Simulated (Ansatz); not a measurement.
**Run report: CuO, single-point calculation (part 3 of 3)**

Continued. System: CuO (8 atoms in the cell). Method: DFT PBE, scalar-relativistic, plane waves, PAW, spin-polarised (Ansatz 0.2.0); cutoff 420 eV, 10×6×6 k-mesh, Gaussian smearing of 0.05 eV, collinear spins. The structure derives from an entry of the Crystallography Open Database.

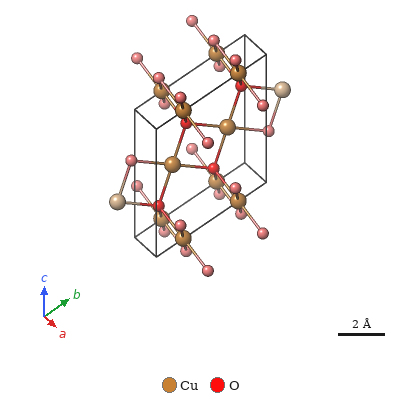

Figure 1. The structure as given in the input (ball-and-stick view of the reduced cell, seen slightly off an axis; neighbours outside the cell are drawn fainter).

Output, continued
```
--- Per-component energies (eV) ---
  E_band       = -1868.580661
  E_kinetic    = 1882.057286
  E_local      = -20391.075570  (includes V_loc(G=0)·N_el)
  E_nonlocal   = 1752.025221
  E_hartree    = 8825.621993
  E_xc         = -646.506286
  E_vxc        = -829.730967  (∫ρ·V_xc dr)
  E_paw        = -7274.863611  (= ΣΔE_a)
  E_vpaw       = -1933.115462  (= ΣTr[D̂ρ^β])
  E_aug_tail   = 0.011056  (compensation charges beyond the density's cutoff)
  E_ewald      = -12912.399039
  E_smearing   = -0.005196  (= −TS)
  E_closure    = -0.000000  (closes the sum)
  Σ components = -28765.134147   (vs F -28765.134147, Δ=0.00e0)
--- Forces (eV/Å), atoms counted from 1 ---
  atom   1  Cu     0.00000000     0.00000000     0.00000000
  atom   2  Cu     0.00000000     0.00000000     0.00000000
  atom   3  O     -0.00052584    -0.00133855     0.00339132
  atom   4  O      0.00056383     0.00138561    -0.00326925
  atom   5  Cu     0.00000000     0.00000000     0.00000000
  atom   6  Cu     0.00000000     0.00000000     0.00000000
  atom   7  O     -0.00056383    -0.00138561     0.00326925
  atom   8  O      0.00052584     0.00133855    -0.00339132
  max |Σ_I F_I| component: 0.00e0 eV/Å
--- Stress (GPa, compression-positive) ---
        0.003703       0.049208      -0.004012
        0.049208       0.012588      -0.010522
       -0.004012      -0.010523      -0.026000
  P = ⅓ Tr σ = -0.0032 GPa (-0.032 kbar)
--- Band table (eV; the first three rows and the last of 368) ---
  k-point 0 ↑: bands = ["-102.0061", "-102.0057", "-102.0011", "-102.0005", "-59.5056", "-59.4999", "-59.4993", "-59.4945", "-59.4653", "-59.4636", "-59.4569", "-59.4565", "-59.1720", "-59.1629", "-59.1602", "-59.1595", "-9.0797", "-8.2411", "-7.9282", "-7.7767", "2.6289", "3.9485", "4.2976", "4.8284", "5.2781", "5.2883", "5.2945", "6.2359", "6.9964", "7.2273", "7.2276", "7.4451", "7.5498", "7.7403", "7.7935", "7.9954", "8.0465", "8.1370", "8.2334", "8.3228", "8.3259", "8.3348", "8.3422", "8.3740", "8.4326", "8.6819", "8.8016", "8.8926", "10.5120", "11.3527", "11.3579", "11.3589", "12.0378", "14.9632", "16.4867", "16.7206", "17.9006", "18.8909", "19.2453", "22.9367", "23.7969", "25.0173", "25.0199"]
  k-point 1 ↑: bands = ["-102.0061", "-102.0057", "-102.0010", "-102.0006", "-59.5049", "-59.4998", "-59.4993", "-59.4952", "-59.4652", "-59.4637", "-59.4569", "-59.4566", "-59.1714", "-59.1635", "-59.1601", "-59.1595", "-9.0258", "-8.2947", "-7.9292", "-7.7928", "2.7588", "4.0690", "4.1756", "5.0007", "5.2590", "5.2959", "5.3098", "6.1434", "6.5597", "7.1437", "7.2119", "7.5286", "7.5449", "7.5846", "7.6530", "8.0123", "8.0840", "8.1935", "8.2610", "8.3196", "8.3712", "8.3865", "8.4664", "8.4969", "8.5101", "8.7211", "8.8097", "8.9270", "10.3290", "11.1984", "11.3132", "11.3139", "12.3741", "15.0250", "16.2410", "16.6266", "18.1295", "18.9319", "19.7612", "22.7274", "23.3326", "24.6795", "24.8836"]
  k-point 2 ↑: bands = ["-102.0060", "-102.0058", "-102.0010", "-102.0007", "-59.5029", "-59.4997", "-59.4994", "-59.4973", "-59.4648", "-59.4639", "-59.4570", "-59.4568", "-59.1697", "-59.1652", "-59.1600", "-59.1597", "-8.8761", "-8.4501", "-7.9165", "-7.8335", "3.1099", "3.9428", "4.4256", "5.1331", "5.1614", "5.3360", "5.3483", "5.8158", "6.2210", "7.0234", "7.0738", "7.2129", "7.3965", "7.5093", "7.8146", "8.0144", "8.1351", "8.2715", "8.3088", "8.3299", "8.3620", "8.4893", "8.5720", "8.6707", "8.7284", "8.7526", "8.8290", "9.0166", "10.1128", "10.7942", "11.2192", "11.2242", "13.1994", "14.9515", "15.7887", "16.3156", "18.7999", "19.6851", "20.1735", "22.2140", "22.4424", "23.7808", "24.8129"]
  k-point 183 ↓: bands = ["-102.0056", "-102.0051", "-102.0006", "-102.0001", "-59.5110", "-59.5106", "-59.5046", "-59.4939", "-59.4631", "-59.4625", "-59.4571", "-59.4559", "-59.1714", "-59.1692", "-59.1683", "-59.1623", "-8.2408", "-7.9848", "-7.9285", "-7.5018", "3.9483", "4.0926", "4.1046", "4.2975", "4.8288", "4.9696", "5.2801", "5.5499", "6.2360", "6.3264", "6.3390", "7.4839", "7.5473", "7.7933", "7.9990", "8.0481", "8.0752", "8.0807", "8.1353", "8.3243", "8.3315", "8.3570", "8.3621", "8.3716", "8.6827", "8.8941", "9.0981", "9.4978", "9.5001", "10.5095", "11.3599", "11.7939", "12.7942", "14.9643", "16.4858", "17.8168", "18.8893", "19.2475", "20.3867", "20.4286", "21.4884", "22.3772", "22.4196"]
--- Löwdin populations: 8 sites ---
  site symbol       q [e]    m [muB]
     0     Cu     18.0141    -0.0000
     1     Cu     18.0146     0.0000
     2      O      6.8758    -0.0000
     3      O      6.8758     0.0000
     4     Cu     18.0141     0.0000
     5     Cu     18.0146     0.0000
     6      O      6.8758     0.0000
     7      O      6.8758    -0.0000
  spilling = 0.004394 (of n_electrons = 100.000000)
```

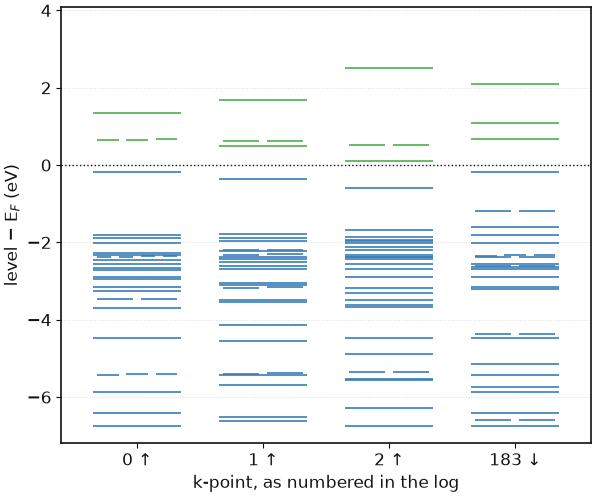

Figure 2. Kohn–Sham levels near the Fermi level (dotted) at the few k-points that the log prints; levels within 0.02 eV of each other stand side by side. The system is metallic on the full mesh.

The run was set up as follows.

The input
```yaml
crystal:
  lattice:
    - [2.0811537784, -2.0820804211, 0.1647375781]
    - [-1.6727914854, -2.0820804211, -5.3003342005]
    - [2.0811537784, 6.2462412633, 0.1647375781]
  atoms:
    - { symbol: Cu, position: [0.24045, -0.00185, 0.2462], spin: 1.0 }
    - { symbol: Cu, position: [0.24045, -0.50185, -0.2538], spin: 1.0 }
    - { symbol: O, position: [0.6154830823, -0.25185, 0.1211669177] }
    - { symbol: O, position: [0.3654169176, -0.75185, -0.1287669177] }
    - { symbol: Cu, position: [0.74045, -0.00185, 0.7462], spin: -1.0 }
    - { symbol: Cu, position: [0.74045, -0.50185, 0.2462], spin: -1.0 }
    - { symbol: O, position: [1.1154830823, -0.25185, 0.6211669177] }
    - { symbol: O, position: [0.8654169176, -0.75185, 0.3712330823] }
basis:
  ecutwfc: 420
  ecutrho_ratio: 4
kpoints:
  mp_grid: { grid: [10, 6, 6] }
hamiltonian:
  xc: pbe
scf:
  occupations: { method: gaussian, width: 0.05 }
  lower_state_search: "off"
output:
  forces: true
  stress: true
  eigenvalues: true
  populations: true
magnetization:
  spin_polarized: true
```

Launch command:
```bash
ansatz run input.yaml --threads 4 --pin off --max-ram 10240MiB --backend cpu --events-out ev --progress --plain --runs-dir out
```

Summary

```tsv
quantity	value
outcome	converged
space group (tolerance 0.01 Å)	Cccm (66)
electrons treated	100
free energy	−28765.1341 eV
Fermi energy	10.697 eV
gap on the k-point mesh	none (metallic)
net moment of the cell	0.00 μB
integrated absolute moment	0.00 μB
pressure	0.00 GPa
largest force (length of the vector)	0.004 eV/Å
hardware	4 threads of Arm Neoverse V2, 24 GiB of memory available, shared host
wall time	93 s (CPU time 6.1 min)
peak memory	1.4 GiB
```

Remarks

The program warns: some starting moments were not kept.
